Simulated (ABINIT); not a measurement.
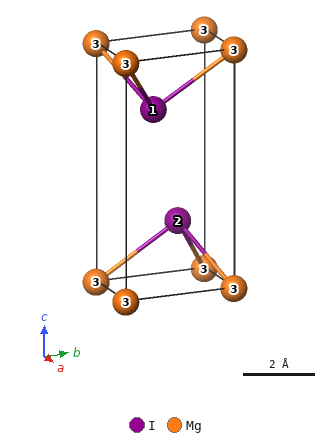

Figure 1. The input geometry (ball-and-stick view of the cell of the calculation, seen slightly off an axis; atoms are numbered from 1 in the order of the input). Near neighbours in the crystal (not all of them lie inside the picture): I has 3 Mg at 2.87 to 2.95 Å; Mg has 6 I at 2.87 to 2.95 Å.

## MgI2: berry calculation

System: MgI2 (P1, 3 atoms in the cell).
Method: Kohn-Sham DFT of a periodic cell, PBE, PseudoDojo NC SR PBE v0.5 standard, no spin polarisation (ABINIT 10.8.3).

The structure derives from an entry of the Crystallography Open Database.

Output
```
.Version 10.8.3 of ABINIT
 Symmetries : space group P1 (#  1); Bravais aP (primitive triclinic)
================================================================================
 Values of the parameters that define the memory need of the present run
     intxc =       0    ionmov =       0      iscf =       7    lmnmax =       8
     lnmax =       8     mgfft =      90  mpssoang =       4    mqgrid =    4068
     natom =       3  nloc_mem =       1    nspden =       1   nspinor =       1
    nsppol =       1      nsym =       1    n1xccc =    2501    ntypat =       2
    occopt =       1   xclevel =       2
       mpw =       11072          nfft =      225000          nkpt =         108
================================================================================
================================================================================

--------------------------------------------------------------------------------
------------- Echo of variables that govern the present computation ------------
--------------------------------------------------------------------------------
 -outvars: echo values of preprocessed input variables --------
            acell      1.8897261259E+00  1.8897261259E+00  1.8897261259E+00 Bohr
              amu      1.26904470E+02  2.43050000E+01
         berryopt          -1
          chkprim           0
      chksymtnons           0
           diemac      6.00000000E+00
             ecut      4.83000000E+01 Hartree
                       outvar_i_n : Printing only first  50 k-points.
              ixc          11
                       outvar_i_n : Printing only first  50 k-points.
           kptopt           3
         kptrlatt        6    0    0      0    6    0      0    0    3
          kptrlen      3.90039472E+01
            natom           3
            nband          12
            ngfft          50      50      90
             nkpt         108
            nline           3
            nstep          80
             nsym           1
           ntypat           2
           prtden           0
        prtebands           0
           prteig           0
            prtwf           0
            rprim      4.1400000000E+00  0.0000000000E+00  0.0000000000E+00
                      -2.0700000000E+00  3.5853451717E+00  0.0000000000E+00
                       0.0000000000E+00  0.0000000000E+00  6.8800000000E+00
          spgroup           1
           tolsym      1.00000000E-06
           tolvrs      1.00000000E-13
            typat      1  1  2
                       outvars : Printing only first  50 k-points.
           xangst      2.0914762500E+00  1.2145034088E+00  5.1979019200E+00
                      -4.4856900000E-03  2.3627173707E+00  1.6707254400E+00
                       1.3560570000E-02 -2.1544339137E-02 -3.3134080000E-02
            xcart      3.9523173113E+00  2.2950788216E+00  9.8226110581E+00
                      -8.4767255857E-03  4.4648887436E+00  3.1572135132E+00
                       2.5625763411E-02 -4.0712900532E-02 -6.2614336634E-02
             xred      6.7455800000E-01  3.3874100000E-01  7.5550900000E-01
                       3.2841300000E-01  6.5899300000E-01  2.4283800000E-01
                       2.7100000000E-04 -6.0090000000E-03 -4.8160000000E-03
            znucl       53.00000   12.00000

================================================================================

 chkinp: Checking input parameters for consistency.

================================================================================
== DATASET  1 ==================================================================

--- !DatasetInfo
iteration_state: {dtset: 1, }
dimensions: {natom: 3, nkpt: 108, mband: 12, nsppol: 1, nspinor: 1, nspden: 1, mpw: 11072, }
cutoff_energies: {ecut:  48.3, pawecutdg:  -1.0, }
electrons: {nelect:   2.40000000E+01, charge:   0.00000000E+00, occopt:   1.00000000E+00, tsmear:   1.00000000E-02, }
meta: {optdriver: 0, ionmov: 0, optcell: 0, iscf: 7, paral_kgb: 0, }
...

 Exchange-correlation functional for the present dataset will be:
  GGA: Perdew-Burke-Ernzerhof functional - ixc=11
  J.P.Perdew, K.Burke, M.Ernzerhof, PRL 77, 3865 (1996)

 Real(R)+Recip(G) space primitive vectors, cartesian coordinates (Bohr,Bohr^-1):
 R(1)=  7.8234662  0.0000000  0.0000000  G(1)=  0.1278206  0.0737972  0.0000000
 R(2)= -3.9117331  6.7753204  0.0000000  G(2)=  0.0000000  0.1475945  0.0000000
 R(3)=  0.0000000  0.0000000 13.0013157  G(3)=  0.0000000  0.0000000  0.0769153
 Unit cell volume ucvol=  6.8915412E+02 bohr^3
 Angles (23,13,12)=  9.00000000E+01  9.00000000E+01  1.20000000E+02 degrees

 getcut: wavevector=  0.0000  0.0000  0.0000  ngfft=  50  50  90
         ecut(hartree)=     48.300   => boxcut(ratio)=   2.04337

--- Pseudopotential description ------------------------------------------------
- pspini: atom type   1  psp file is ./I.upf
  53.00000   7.00000  220131                  znucl, zion, pspdat
12 -101130 3 -1 1188                          pspcod,pspxc,lmax,lloc,mmax
     nproj     2     2     2     2

- pspini: atom type   2  psp file is ./Mg.upf
  12.00000  10.00000  171031                  znucl, zion, pspdat
12 -101130 1 -1 1510                          pspcod,pspxc,lmax,lloc,mmax
     nproj     2     2     0     0

   1.12726276E+03                                ecore*ucvol(ha*bohr**3)
--------------------------------------------------------------------------------

  initberry: for direction 1, nkstr =   6, nstr =     18
  initberry: for direction 2, nkstr =   6, nstr =     18
  initberry: for direction 3, nkstr =   3, nstr =     36

================================================================================

--- !BeginCycle
iteration_state: {dtset: 1, }
solver: {iscf: 7, nstep: 80, nline: 3, wfoptalg: 0, }
tolerances: {tolvrs: 1.00E-13, }
...

     iter   Etot(hartree)      deltaE(h)  residm     vres2
 ETOT  1  -83.366284580341    -8.337E+01 1.886E+00 5.253E+02
 ETOT  2  -85.318932857296    -1.953E+00 5.256E-02 3.945E+02
 ETOT  3  -85.379455922835    -6.052E-02 7.119E-04 5.580E+01
 ETOT  4  -85.387207253181    -7.751E-03 1.070E-04 7.601E+00
 ETOT  5  -85.388200173694    -9.929E-04 1.752E-05 4.156E-01
 ETOT  6  -85.388257967879    -5.779E-05 1.871E-06 1.173E-02
 ETOT  7  -85.388258593898    -6.260E-07 7.095E-08 7.814E-03
 ETOT  8  -85.388258814519    -2.206E-07 1.688E-08 1.752E-03
 ETOT  9  -85.388258941747    -1.272E-07 3.763E-09 7.233E-05
 ETOT 10  -85.388258948438    -6.691E-09 5.007E-10 1.407E-05
 ETOT 11  -85.388258949312    -8.735E-10 6.708E-11 1.037E-06
 ETOT 12  -85.388258949346    -3.455E-11 1.260E-11 1.900E-06
 ETOT 13  -85.388258949405    -5.905E-11 1.901E-12 2.730E-07
 ETOT 14  -85.388258949408    -3.382E-12 3.105E-13 2.053E-07
 ETOT 15  -85.388258949410    -1.236E-12 3.035E-14 9.058E-08
 ETOT 16  -85.388258949412    -2.714E-12 1.487E-14 2.081E-08
 ETOT 17  -85.388258949411     1.080E-12 3.274E-15 5.076E-09
 ETOT 18  -85.388258949413    -1.592E-12 1.466E-15 2.591E-10
 ETOT 19  -85.388258949414    -7.958E-13 1.577E-16 3.000E-12
 ETOT 20  -85.388258949412     2.132E-12 1.534E-17 3.368E-12
 ETOT 21  -85.388258949412     9.948E-14 1.912E-18 1.083E-14

 At SCF step   21       vres2   =  1.08E-14 < tolvrs=  1.00E-13 =>converged.

 Computing the polarization (Berry phase) for reciprocal vector:
  0.16667  0.00000  0.00000 (in reduced coordinates)
  0.02130  0.01230  0.00000 (in cartesian coordinates - atomic units)
 Number of strings:    18
 Number of k points in string:    6

 Summary of the results
 Electronic Berry phase    -2.656002301E-02
            Ionic phase    -9.764930000E-01
            Total phase    -1.003053023E+00
    Remapping in [-1,1]     9.969469770E-01

           Polarization     9.801342077E-03 (a.u. of charge)/bohr^2
           Polarization     5.607814964E-01 C/m^2

 Computing the polarization (Berry phase) for reciprocal vector:
  0.00000  0.16667  0.00000 (in reduced coordinates)
  0.00000  0.02460  0.00000 (in cartesian coordinates - atomic units)
 Number of strings:    18
 Number of k points in string:    6

 Summary of the results
 Electronic Berry phase     6.367913030E-02
            Ionic phase     9.240480000E-01
            Total phase     9.877271303E-01
    Remapping in [-1,1]     9.877271303E-01

           Polarization     9.710698468E-03 (a.u. of charge)/bohr^2
           Polarization     5.555953435E-01 C/m^2

 Computing the polarization (Berry phase) for reciprocal vector:
  0.00000  0.00000  0.33333 (in reduced coordinates)
  0.00000  0.00000  0.02564 (in cartesian coordinates - atomic units)
 Number of strings:    36
 Number of k points in string:    3

 Summary of the results
 Electronic Berry phase     5.332914182E-02
            Ionic phase     9.402690000E-01
            Total phase     9.935981418E-01
    Remapping in [-1,1]     9.935981418E-01

           Polarization     1.874483932E-02 (a.u. of charge)/bohr^2
           Polarization     1.072481601E+00 C/m^2

 Polarization in cartesian coordinates (a.u.):
 (the sum of the electronic and ionic Berry phase has been folded into [-1, 1])
     Electronic berry phase:       -0.662968110E-03   0.626052291E-03   0.100608702E-02
     Ionic:                        -0.163304387E-01   0.908464618E-02   0.177387523E-01
     Total:                         0.571114060E-02   0.971069847E-02   0.187448393E-01

 Polarization in cartesian coordinates (C/m^2):
 (the sum of the electronic and ionic Berry phase has been folded into [-1, 1])
     Electronic berry phase:       -0.379315655E-01   0.358194355E-01   0.575630338E-01
     Ionic:                        -0.934342236E+00   0.519775908E+00   0.101491857E+01
     Total:                         0.326761575E+00   0.555595344E+00   0.107248160E+01

 Cartesian components of stress tensor (hartree/bohr^3)
  sigma(1 1)= -4.38967716E-05  sigma(3 2)= -7.32763391E-06
  sigma(2 2)= -4.60191273E-05  sigma(3 1)= -3.62286643E-06
  sigma(3 3)= -4.39164556E-05  sigma(2 1)=  2.91368943E-07

--- !ResultsGS
iteration_state: {dtset: 1, }
comment   : Summary of ground state results
lattice_vectors:
- [  7.8234662,   0.0000000,   0.0000000, ]
- [ -3.9117331,   6.7753204,   0.0000000, ]
- [  0.0000000,   0.0000000,  13.0013157, ]
lattice_lengths: [   7.82347,    7.82347,   13.00132, ]
lattice_angles: [ 90.000,  90.000, 120.000, ] # degrees, (23, 13, 12)
lattice_volume:   6.8915412E+02
convergence: {deltae:  9.948E-14, res2:  1.083E-14, residm:  1.912E-18, diffor: null, }
etotal    :  -8.53882589E+01
entropy   :   0.00000000E+00
fermie    :   5.52474861E-02
cartesian_stress_tensor: # hartree/bohr^3
- [ -4.38967716E-05,   2.91368943E-07,  -3.62286643E-06, ]
- [  2.91368943E-07,  -4.60191273E-05,  -7.32763391E-06, ]
- [ -3.62286643E-06,  -7.32763391E-06,  -4.39164556E-05, ]
pressure_GPa:   1.3125E+00
xred      :
- [  6.7456E-01,   3.3874E-01,   7.5551E-01,  I]
- [  3.2841E-01,   6.5899E-01,   2.4284E-01,  I]
- [  2.7100E-04,  -6.0090E-03,  -4.8160E-03, Mg]
cartesian_forces: # hartree/bohr
- [ -3.64700218E-04,  -1.47769656E-03,  -1.61562508E-03, ]
- [  5.88975680E-04,   4.15483523E-04,  -1.49189807E-03, ]
- [ -2.24275462E-04,   1.06221304E-03,   3.10752315E-03, ]
force_length_stats: {min:   1.65688827E-03, max:   3.29170110E-03, mean:   2.38941250E-03, }
...

 Integrated electronic density in atomic spheres:
 ------------------------------------------------
 Atom  Sphere_radius  Integrated_density
    1        2.00000          2.88163575
    2        2.00000          2.88212730
    3        2.00000          8.23710898
================================================================================

 ----iterations are completed or convergence reached----

 Mean square residual over all n,k,spin=   46.495E-20; max=  19.120E-19
 reduced coordinates (array xred) for    3 atoms
       0.674558000000      0.338741000000      0.755509000000
       0.328413000000      0.658993000000      0.242838000000
       0.000271000000     -0.006009000000     -0.004816000000
 rms dE/dt=  1.7067E-02; max dE/dt=  2.0871E-02; dE/dt below (all hartree)
    1       0.002961166436      0.008384109462      0.020871283312
    2      -0.004499884684     -0.000712266684      0.019262669287
    3       0.001862558109     -0.008275287773     -0.040535858151

 cartesian coordinates (angstrom) at end:
    1      2.09147625000000     1.21450340880683     5.19790192000000
    2     -0.00448569000000     2.36271737073410     1.67072544000000
    3      0.01356057000000    -0.02154433913675    -0.03313408000000

 cartesian forces (hartree/bohr) at end:
    1     -0.00036470021815    -0.00147769655887    -0.00161562508282
    2      0.00058897568024     0.00041548352270    -0.00149189806502
    3     -0.00022427546210     0.00106221303617     0.00310752314784
 frms,max,avg= 1.4340081E-03 3.1075231E-03  -1.380E-05  2.172E-05  1.030E-05 h/b

 cartesian forces (eV/Angstrom) at end:
    1     -0.01875363923890    -0.07598621221121    -0.08307878208149
    2      0.03028634719185     0.02136502175382    -0.07671648301946
    3     -0.01153270795296     0.05462119045738     0.15979526510096
 frms,max,avg= 7.3739660E-02 1.5979527E-01  -7.095E-04  1.117E-03  5.299E-04 e/A
 length scales=  1.889726125908  1.889726125908  1.889726125908 bohr
              =  1.000000000000  1.000000000000  1.000000000000 angstroms
 Fermi (or HOMO) energy (hartree) =   0.05525   Average Vxc (hartree)=  -0.30595
 Eigenvalues (hartree) for nkpt= 108  k points:
 kpt#   1, nband= 12, wtk=  0.00926, kpt=  0.0000  0.0000  0.0000 (reduced coord)
  -2.71111   -1.48923   -1.48912   -1.48904   -0.38912   -0.36271   -0.07589    0.03899
   0.03919    0.05276    0.05476    0.05525
 prteigrs : prtvol=0 or 1, do not print more k-points.

--- !EnergyTerms
iteration_state     : {dtset: 1, }
comment             : Components of total free energy in Hartree
kinetic             :  4.02682115435260E+01
hartree             :  3.13603165521164E+01
xc                  : -1.59239041138913E+01
Ewald energy        : -4.06138106591000E+01
psp_core            :  1.63571940445517E+00
local_psp           : -8.79501328308222E+01
non_local_psp       : -1.41646588456957E+01
total_energy        : -8.53882589494115E+01
total_energy_eV     : -2.32353289514428E+03
band_energy         : -1.58682563452701E+01
...

 Cartesian components of stress tensor (hartree/bohr^3)
  sigma(1 1)= -4.38967716E-05  sigma(3 2)= -7.32763391E-06
  sigma(2 2)= -4.60191273E-05  sigma(3 1)= -3.62286643E-06
  sigma(3 3)= -4.39164556E-05  sigma(2 1)=  2.91368943E-07

-Cartesian components of stress tensor (GPa)         [Pressure=  1.3125E+00 GPa]
- sigma(1 1)= -1.29148761E+00  sigma(3 2)= -2.15586433E-01
- sigma(2 2)= -1.35392947E+00  sigma(3 1)= -1.06588410E-01
- sigma(3 3)= -1.29206673E+00  sigma(2 1)=  8.57237027E-03

== END DATASET(S) ==============================================================
================================================================================

 -outvars: echo values of variables after computation  --------
            acell      1.8897261259E+00  1.8897261259E+00  1.8897261259E+00 Bohr
           etotal     -8.5388258949E+01
            fcart     -3.6470021815E-04 -1.4776965589E-03 -1.6156250828E-03
                       5.8897568024E-04  4.1548352270E-04 -1.4918980650E-03
                      -2.2427546210E-04  1.0622130362E-03  3.1075231478E-03
            rprim      4.1400000000E+00  0.0000000000E+00  0.0000000000E+00
                      -2.0700000000E+00  3.5853451717E+00  0.0000000000E+00
                       0.0000000000E+00  0.0000000000E+00  6.8800000000E+00
           strten     -4.3896771611E-05 -4.6019127327E-05 -4.3916455592E-05
                      -7.3276339140E-06 -3.6228664259E-06  2.9136894314E-07
           xangst      2.0914762500E+00  1.2145034088E+00  5.1979019200E+00
                      -4.4856900000E-03  2.3627173707E+00  1.6707254400E+00
                       1.3560570000E-02 -2.1544339137E-02 -3.3134080000E-02
             xred      6.7455800000E-01  3.3874100000E-01  7.5550900000E-01
                       3.2841300000E-01  6.5899300000E-01  2.4283800000E-01
                       2.7100000000E-04 -6.0090000000E-03 -4.8160000000E-03
 Calculation completed.
```

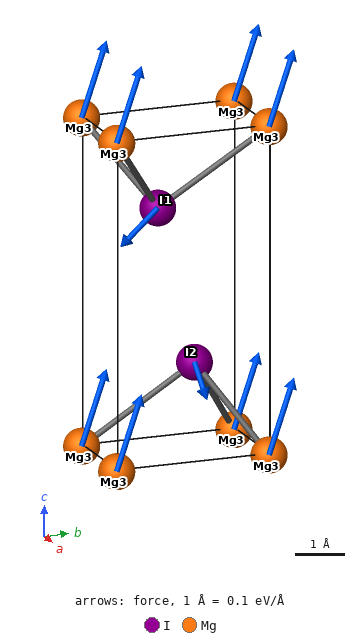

Figure 2. Forces on the atoms as blue arrows (ball-and-stick view of the cell of the calculation, seen slightly off an axis; atoms are numbered from 1 in the order of the input). The largest act on Mg3 (0.17 eV/Å); I1 (0.11 eV/Å); I2 (0.09 eV/Å). The geometry is not a stationary point of this energy.

The run was set up as follows.

Input file
```
pp_dirpath "./"
pseudos "I.upf, Mg.upf"

acell 3*1.0 Angstrom
rprim
     4.1400000000     0.0000000000     0.0000000000
    -2.0700000000     3.5853451717     0.0000000000
     0.0000000000     0.0000000000     6.8800000000
ntypat 2
znucl 53 12
natom 3
typat 1 1 2
chkprim 0
chksymtnons 0
tolsym 1.0e-6
xred
   0.6745580000   0.3387410000   0.7555090000
   0.3284130000   0.6589930000   0.2428380000
   0.0002710000  -0.0060090000  -0.0048160000

ecut 48.3

kptopt 3
ngkpt 6 6 3
nshiftk 1
shiftk 0.0 0.0 0.0
istwfk *1

ixc 11

nband 12
occopt 1

nstep 80
diemac 6.0
nline 3
tolvrs 1.0e-13

iomode 3
prteig 0
prtebands 0
prtwf 0
prtden 0

berryopt -1
rfdir 1 1 1
```

Run as:
```bash
abinit run.abi > log 2>&1
```

Key numbers

| quantity | value |
| --- | --- |
| outcome | converged |
| space group (tolerance 0.01 Å) | P1 (1) |
| electrons treated | 24 |
| free energy | −2323.5329 eV |
| Fermi energy of the self-consistent step | 1.503 eV |
| pressure | 1.31 GPa |
| largest force (length of the vector) | 0.169 eV/Å |
| hardware | 1 thread of Arm Neoverse V1, 24 GiB of memory available, shared host |
| wall time | 15 min |
| peak memory | 0.39 GiB |

Remarks

Settings chosen away from the usual ones: ecut_ha set to 48.3 (from 42); nline set to 3.
